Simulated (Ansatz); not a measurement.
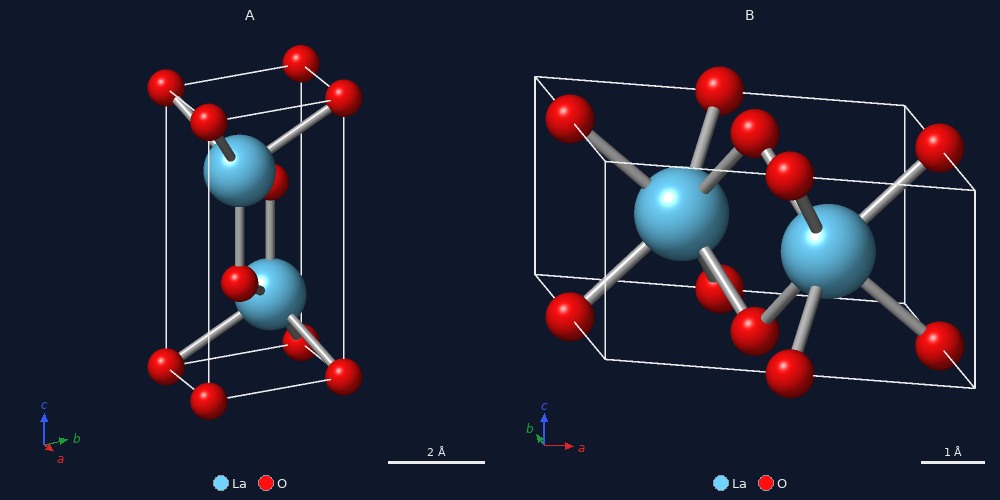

Two structures of La2O3, each relaxed (cell and atoms) at zero pressure; conventional cells in solid outline, small ones repeated, each panel with its own scale. Alike in all runs: Ansatz 0.2.0; functional LDA; potentials all-electron LAPW, scalar-relativistic; basis error allowed 0.002 eV/atom; occupations fermi-dirac, width 0.05 eV; no spin polarisation; no spin-orbit coupling. The k meshes have like spacings.

**Give the type and space group of each panel.**

A: 5 atoms a cell on a primitive hexagonal lattice, P-3m1; B: 5 atoms a cell on a primitive hexagonal lattice, P6/mmm.

**Rank them by energy, lowest first.**

A, then B (+291 meV/atom), static energies at zero smearing.

**Collect the results in a table.**

| panel | space group | E − E(lowest) (meV/atom) | volume (Å³/atom) | gap (eV) |
| --- | --- | --- | --- | --- |
| A | P-3m1 | 0 | 15.5 | 3.74 |
| B | P6/mmm | 291 | 21.9 | 1.20 |

The starts are database entries or structure types tried for this composition, and the most stable form need not be among them. Gaps are the least found on the k-mesh, which misses some points of high symmetry; where the band edges lie there, the true gap is smaller, at times by an eV.

Caveat: semilocal functionals give gaps below the measured ones.
